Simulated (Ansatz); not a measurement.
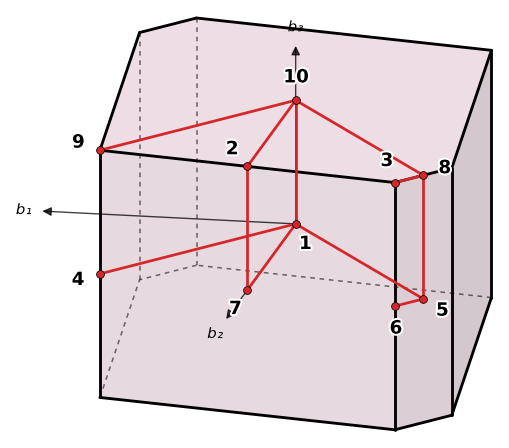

The first Brillouin zone of a base-centred orthorhombic lattice (oC; extended symbol oC1) is drawn with its special points numbered. Crystal: C, the geometry relaxed with DFT PBE, scalar-relativistic, plane waves, PAW in Ansatz 0.2.0; the starting structure was generated, so it need not be a known form of this composition. All values are computed from the atomic coordinates in the standard setting (tolerance 0.002 Å).

a = 4.364 Å, b = 5.052 Å, c = 4.370 Å, α = 90.00°, β = 90.00°, γ = 90.00°.

Labels and path follow the convention of Hinuma et al. (2017), as computed by seekpath; the arrows show the directions of the reciprocal primitive vectors b₁, b₂, b₃, in which coordinates are given.

Give the label and coordinates of each numbered point.

Answer.
```json
{"no.": "1", "label": "Γ", "coordinates": "(0, 0, 0)"}
{"no.": "2", "label": "R", "coordinates": "(0, 1/2, 1/2)"}
{"no.": "3", "label": "E₀", "coordinates": "(−0.436, 0.564, 1/2)"}
{"no.": "4", "label": "Σ₀", "coordinates": "(0.436, 0.436, 0)"}
{"no.": "5", "label": "Y", "coordinates": "(−1/2, 1/2, 0)"}
{"no.": "6", "label": "C₀", "coordinates": "(−0.436, 0.564, 0)"}
{"no.": "7", "label": "S", "coordinates": "(0, 1/2, 0)"}
{"no.": "8", "label": "T", "coordinates": "(−1/2, 1/2, 1/2)"}
{"no.": "9", "label": "A₀", "coordinates": "(0.436, 0.436, 1/2)"}
{"no.": "10", "label": "Z", "coordinates": "(0, 0, 1/2)"}
```
